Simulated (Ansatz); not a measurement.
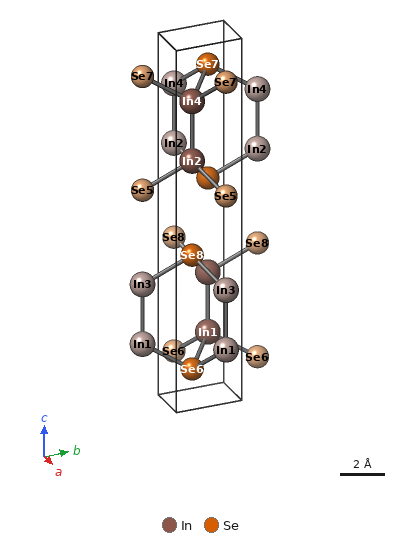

Figure 1. The structure as given in the input (ball-and-stick view of the cell of the calculation, seen slightly off an axis; neighbours outside the cell are drawn fainter; atoms are numbered from 1 in the order of the input).

# Single-point calculation, with input and output: InSe

The run: single-point calculation of InSe (8 atoms in the cell). Method and program: DFT, r2SCAN, plane waves, PAW, no spin polarisation (Ansatz 0.2.0).

The structure derives from an entry of the Crystallography Open Database. The geometry comes from this level: r2scan-rvv10. Figures and captions count atoms from 1; the log counts them from 0 in places.

Log:
```
scf.n_extra_bands = 6 over 58 filled bands (N_el = 116.0): the run solves 64 bands
Engine: ansatz 0.2.0, aarch64-unknown-linux-gnu
Pseudopotentials: kind: paw
Pseudopotential: In, paw, valence charge 13, recommended cutoff 500 eV (meta_gga), In.paw.azcp
Pseudopotential: Se, paw, valence charge 16, recommended cutoff 500 eV (meta_gga), Se.paw.azcp
Functional definition: r2SCAN
  parameter k0 = 0.174
  parameter k1 = 0.065
  parameter a1 = 4.9479
  exchange = r2scan_x(k0 = k0, k1 = k1, a1 = a1)
  correlation = r2scan_c
Crystal: 8 atoms, lattice volume = 236.657 Å³
Basis set: ecut = 500 eV, 6067 PW (Γ), exchange–correlation on 120×120×500 points (64 copies of the dense FFT grid, shifted against one another)
Bands: 64, of which v1, the nominal top of the filled ones, is band 58 counted from 1 (57 counted from 0)
Symmetry: 24 space group operations
Space group: P63/mmc (ITA 194), of the structure as read, at distance tolerance 6.2e-5 Å
k-points: 38 of 288
Non-local potential: In, projectors of the file, l = 0: 2, l = 1: 2, l = 2: 2, l = 3: 2
Non-local potential: Se, projectors of the file, l = 0: 2, l = 1: 2, l = 2: 3, l = 3: 1
PAW form: soft (Blöchl's): semilocal exchange-correlation on the pseudo side does not see the compensation charge
PAW frozen core: In, regenerated for the run's functional (the file was generated under x = pbe(κ = 0.804, μ = 0.2195149727645171), c = pbe(β = 0.06672455060314922))
PAW frozen core: Se, regenerated for the run's functional (the file was generated under x = pbe(κ = 0.804, μ = 0.2195149727645171), c = pbe(β = 0.06672455060314922))
PAW one-centre angular grid: In, 590 points (default); XC on 289 of its mesh's 2783 points in the sphere
PAW one-centre angular grid: Se, 590 points (default); XC on 160 Gauss nodes
Initial density: superposition of atomic densities (neutral atoms: chi_scale 0, normalization atom), corrected by the library's trained network
Initial wavefunctions: pseudopotential atomic-orbital guess
Functional: x = r2scan, c = r2scan; τ floored in thin density (d = 2e-4 eV/Å³)
SCF iter   1: F=—  HF=-44365.183354 eV  |F-HF|=—  |Δ(HF+E_count)|=         —  Δρ=5.78e-3  dr2=6.45e-2  dr2_τ=3.12e-2  ethr=1.77e-3  ⟨swp⟩=5.0  Hψ=8640  notcnv=0  defer=123
preconditioner: auto → Resta (q_TF=auto, 2.423 Å⁻¹)  ε∞=3.4  [insulator: Δε(μ)=0.858 eV  Ē_g=13.518 eV  n_scr=66 (ndim 8)  ℏωp=21.0 eV  f_vac=0.094  ε∞_Penn≈3.4]
SCF iter   2: F=—  HF=-44365.209383 eV  |F-HF|=—  |Δ(HF+E_count)|=   2.60e-2  Δρ=2.54e-3  dr2=1.16e-2  dr2_τ=4.28e-4  ethr=5.56e-5  ⟨swp⟩=2.7  Hψ=4504  notcnv=0  defer=151
SCF iter   3: F=—  HF=-44365.209543 eV  |F-HF|=—  |Δ(HF+E_count)|=   1.60e-4  Δρ=6.43e-4  dr2=9.64e-4  dr2_τ=3.01e-5  ethr=9.96e-6  ⟨swp⟩=2.7  Hψ=3864  notcnv=0  defer=152
SCF iter   4: F=—  HF=-44365.209687 eV  |F-HF|=—  |Δ(HF+E_count)|=   1.44e-4  Δρ=1.88e-4  dr2=9.58e-5  dr2_τ=3.06e-6  ethr=8.31e-7  ⟨swp⟩=2.2  Hψ=4544  notcnv=0  defer=152
SCF iter   5: F=—  HF=-44365.209754 eV  |F-HF|=—  |Δ(HF+E_count)|=   6.67e-5  Δρ=5.38e-5  dr2=1.19e-5  dr2_τ=2.35e-7  ethr=8.26e-8  ⟨swp⟩=2.0  Hψ=4275  notcnv=0  defer=80
SCF iter   6: F=—  HF=-44365.209758 eV  |F-HF|=—  |Δ(HF+E_count)|=   3.75e-6  Δρ=1.74e-5  dr2=1.57e-6  dr2_τ=2.80e-8  ethr=1.03e-8  ⟨swp⟩=3.0  Hψ=3785  notcnv=0  defer=83
SCF iter   7: F=—  HF=-44365.209758 eV  |F-HF|=—  |Δ(HF+E_count)|=   5.70e-7  Δρ=5.46e-6  dr2=1.01e-7  dr2_τ=6.44e-9  ethr=8.62e-11  ⟨swp⟩=9.3  Hψ=12544  notcnv=0
SCF iter   8: F=-44365.209758 eV  HF=-44365.209758 eV  |F-HF|=1.46e-11  |Δ(HF+E_count)|=   7.06e-8  Δρ=1.85e-6  dr2=9.43e-9  dr2_τ=1.54e-9  ethr=8.62e-11  ⟨swp⟩=4.0  Hψ=7312  notcnv=0
SCF 1 converged in 8 iterations: F = -44365.209758 eV  dr2 = 9.43e-9
  greatest PAW one-centre occupation: 1.000 electrons in one spin orbital (limit 2), on the Se atom at site 6 (counted from 0), in its partial waves of l = 2
```

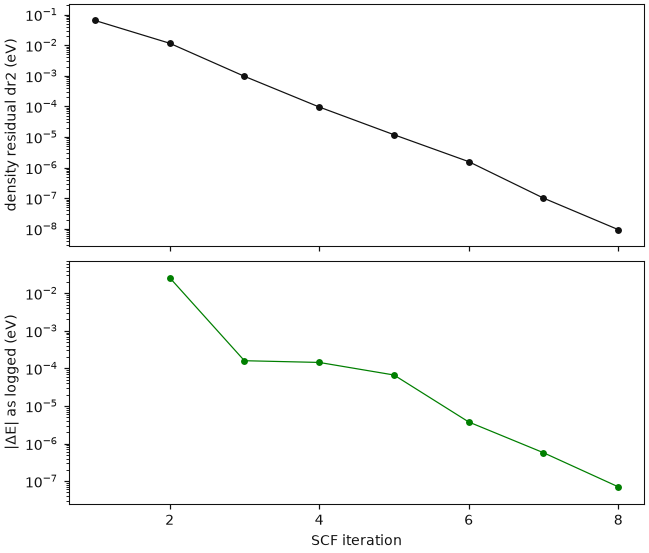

Figure 2. Convergence of the self-consistent field: density residual dr2 and size of the energy change against the SCF iteration. The residual falls at every step.

```
NSCF: frozen V_eff on 6 k-points
SCF converged after 8 iterations
Free energy (F): -44365.209758 eV
Harris-Foulkes:  -44365.209758 eV  (|F-HF|=1.46e-11)
Internal energy: -44365.209758 eV  (E = F + TS)
E sigma→0 (E₀):  -44365.209758 eV
Fermi energy:    6.869430 eV
--- Per-component energies (eV) ---
  E_band       = -1926.538235
  E_kinetic    = 1445.964862
  E_local      = -15943.165029  (includes V_loc(G=0)·N_el)
  E_nonlocal   = -909.726738
  E_hartree    = 7352.122215
  E_xc         = -1195.865142
  E_vxc        = -848.189406  (∫ρ·V_xc dr)
  E_paw        = -24439.363687  (= ΣΔE_a)
  E_vpaw       = -426.016994  (= ΣTr[D̂ρ^β])
  E_aug_tail   = -0.000807  (compensation charges beyond the density's cutoff)
  E_vtau       = 50.351839  (kinetic-family band-sum trace: ∫τ·v_τ [+ j·A + Jᵃ·Aᵃ] dr)
  E_ewald      = -10671.978534
  E_core_change = -3.196898  (= ΣΔE_core)
  E_smearing   = -0.000000  (= −TS)
  E_closure    = -0.000000  (closes the sum)
  Σ components = -44365.209758   (vs F -44365.209758, Δ=0.00e0)
--- Forces (eV/Å), atoms counted from 1 ---
  atom   1  In    -0.00000000     0.00000000    -0.01179250
  atom   2  In     0.00000000    -0.00000000    -0.01179250
  atom   3  In     0.00000000     0.00000000     0.01179250
  atom   4  In     0.00000000    -0.00000000     0.01179250
  atom   5  Se    -0.00000000     0.00000000     0.02920039
  atom   6  Se     0.00000000    -0.00000000     0.02920039
  atom   7  Se    -0.00000000     0.00000000    -0.02920039
  atom   8  Se    -0.00000000    -0.00000000    -0.02920039
  max |Σ_I F_I| component: 1.39e-17 eV/Å
--- Stress (GPa, compression-positive) ---
        0.779899       0.000000       0.000000
        0.000000       0.779899      -0.000000
        0.000000      -0.000000       0.769638
  P = ⅓ Tr σ = 0.7765 GPa (7.765 kbar)
--- Band table (eV; the first three rows and the last of 38) ---
  k-point 0: bands = ["-41.3251", "-41.3251", "-41.3251", "-41.3251", "-41.3251", "-41.3251", "-41.3251", "-41.3251", "-41.2961", "-41.2961", "-41.2961", "-41.2961", "-41.2959", "-41.2959", "-41.2959", "-41.2959", "-41.2842", "-41.2842", "-41.2842", "-41.2842", "-8.4543", "-8.4540", "-8.2574", "-8.2574", "-8.2571", "-8.2571", "-8.1684", "-8.1684", "-8.1682", "-8.1682", "-8.1533", "-8.1533", "-8.1532", "-8.1532", "-7.9603", "-7.9603", "-7.9602", "-7.9602", "-7.9564", "-7.9495", "-7.0866", "-6.9293", "-6.8498", "-6.6834", "0.4535", "0.7878", "2.6087", "3.5129", "5.4315", "5.4493", "5.4493", "5.5263", "5.5263", "5.6169", "5.6169", "5.6977", "5.6977", "6.8694", "7.7484", "8.9038", "9.4603", "9.4989", "11.4617", "11.4617"]
  k-point 1: bands = ["-41.3251", "-41.3251", "-41.3251", "-41.3251", "-41.3251", "-41.3251", "-41.3251", "-41.3251", "-41.2961", "-41.2961", "-41.2961", "-41.2961", "-41.2959", "-41.2959", "-41.2959", "-41.2959", "-41.2842", "-41.2842", "-41.2842", "-41.2842", "-8.4541", "-8.4541", "-8.2573", "-8.2573", "-8.2573", "-8.2573", "-8.1683", "-8.1683", "-8.1683", "-8.1683", "-8.1532", "-8.1532", "-8.1532", "-8.1532", "-7.9602", "-7.9602", "-7.9602", "-7.9602", "-7.9530", "-7.9530", "-7.0322", "-7.0322", "-6.7424", "-6.7424", "0.6016", "0.6016", "3.0269", "3.0269", "5.4791", "5.4791", "5.4791", "5.4791", "5.6660", "5.6660", "5.6660", "5.6660", "6.0704", "6.0704", "8.4475", "8.4475", "9.4795", "9.4795", "11.5196", "11.5196"]
  k-point 2: bands = ["-41.3251", "-41.3251", "-41.3251", "-41.3251", "-41.3251", "-41.3251", "-41.3251", "-41.3251", "-41.2961", "-41.2961", "-41.2961", "-41.2961", "-41.2959", "-41.2959", "-41.2959", "-41.2959", "-41.2842", "-41.2842", "-41.2842", "-41.2842", "-8.4547", "-8.4544", "-8.2856", "-8.2824", "-8.2560", "-8.2557", "-8.2047", "-8.2005", "-8.1631", "-8.1630", "-8.1552", "-8.1551", "-8.1499", "-8.1498", "-7.9899", "-7.9863", "-7.9610", "-7.9608", "-7.9128", "-7.9119", "-7.0055", "-6.8549", "-6.7754", "-6.6147", "0.5053", "0.8135", "2.6448", "3.3964", "4.9785", "5.1098", "5.1697", "5.3329", "5.3528", "5.4393", "5.5341", "5.6264", "5.7231", "6.8190", "8.2136", "9.1165", "9.8076", "9.8740", "11.0605", "11.2415"]
  k-point 37: bands = ["-41.3249", "-41.3249", "-41.3249", "-41.3249", "-41.3249", "-41.3249", "-41.3249", "-41.3249", "-41.2961", "-41.2961", "-41.2960", "-41.2960", "-41.2960", "-41.2960", "-41.2959", "-41.2959", "-41.2840", "-41.2840", "-41.2840", "-41.2840", "-8.5932", "-8.5932", "-8.4951", "-8.4951", "-8.3857", "-8.3857", "-8.2753", "-8.2753", "-8.1536", "-8.1536", "-8.1129", "-8.1129", "-8.1031", "-8.1031", "-7.9981", "-7.9981", "-7.9961", "-7.9961", "-7.7848", "-7.7848", "-5.5847", "-5.5847", "-5.5121", "-5.5121", "0.5448", "0.5448", "1.3533", "1.3533", "2.7985", "2.7985", "3.2314", "3.2314", "4.2538", "4.2538", "4.4728", "4.4728", "5.2416", "5.2416", "8.8885", "8.8885", "9.6090", "9.6090", "10.6851", "10.6851"]
```

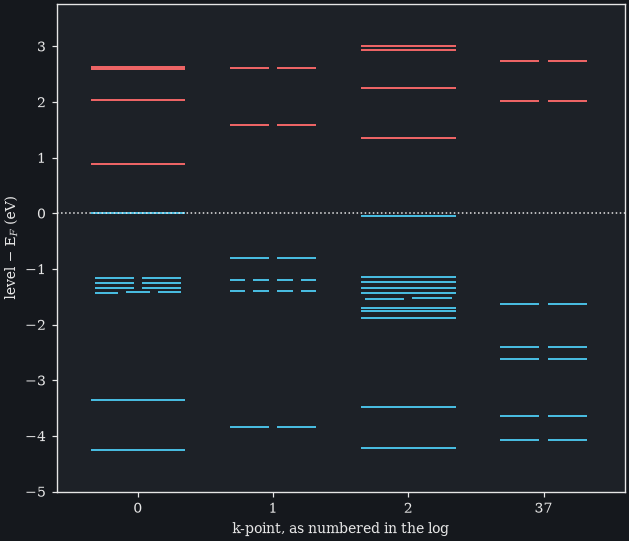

Figure 3. Kohn–Sham levels near the Fermi level (dotted) at the few k-points that the log prints; levels within 0.02 eV of each other stand side by side. Among these points the highest filled and lowest empty levels are 0.88 eV apart, which is the gap on the mesh.

The run was set up as follows.

The input:
```yaml
crystal:
  lattice:
    - [4.018111942, 0.0, 0.0]
    - [-2.009055971, 3.479787017, 0.0]
    - [0.0, 0.0, 16.9256134633]
  atoms:
    - { symbol: In, position: [0.3333333333, 0.6666666667, 0.1677023254] }
    - { symbol: In, position: [0.6666666667, 0.3333333333, 0.6677023254] }
    - { symbol: In, position: [0.3333333333, 0.6666666667, 0.3322976746] }
    - { symbol: In, position: [0.6666666667, 0.3333333333, 0.8322976746] }
    - { symbol: Se, position: [0.3333333333, 0.6666666667, 0.5927860086] }
    - { symbol: Se, position: [0.6666666667, 0.3333333333, 0.0927860086] }
    - { symbol: Se, position: [0.3333333333, 0.6666666667, 0.9072139914] }
    - { symbol: Se, position: [0.6666666667, 0.3333333333, 0.4072139914] }
kpoints:
  mp_grid: { grid: [12, 12, 2] }
  band_path:
    path:
      - [0.0, 0.0, 0.0]
      - [0.5, 0.0, 0.0]
      - [0.3333333333, 0.3333333333, 0.0]
      - [0.0, 0.0, 0.5]
      - [0.5, 0.0, 0.5]
      - [0.3333333333, 0.3333333333, 0.5]
    npoints: 1
hamiltonian:
  xc: r2scan
scf:
  occupations: { method: fixed }
  n_extra_bands: 6
output:
  forces: true
  stress: true
  eigenvalues: true
```

Launched with:
```bash
ansatz run input.yaml --threads 2 --pin off --max-ram 3686MiB --backend cpu --events-out ev --progress --plain --runs-dir out
```

Key numbers:

```json
{"quantity": "outcome", "value": "converged"}
{"quantity": "space group (tolerance 0.01 Å)", "value": "P6₃/mmc (194)"}
{"quantity": "electrons treated", "value": "116"}
{"quantity": "free energy", "value": "−44365.2098 eV"}
{"quantity": "Fermi energy", "value": "6.869 eV"}
{"quantity": "gap on the k-point mesh", "value": "0.88 eV"}
{"quantity": "pressure", "value": "0.78 GPa"}
{"quantity": "largest force (length of the vector)", "value": "0.029 eV/Å"}
{"quantity": "hardware", "value": "2 threads of Arm Neoverse N1, 24 GiB of memory available, shared host"}
{"quantity": "wall time", "value": "82 s (CPU time 2.7 min)"}
{"quantity": "peak memory", "value": "1.2 GiB"}
```
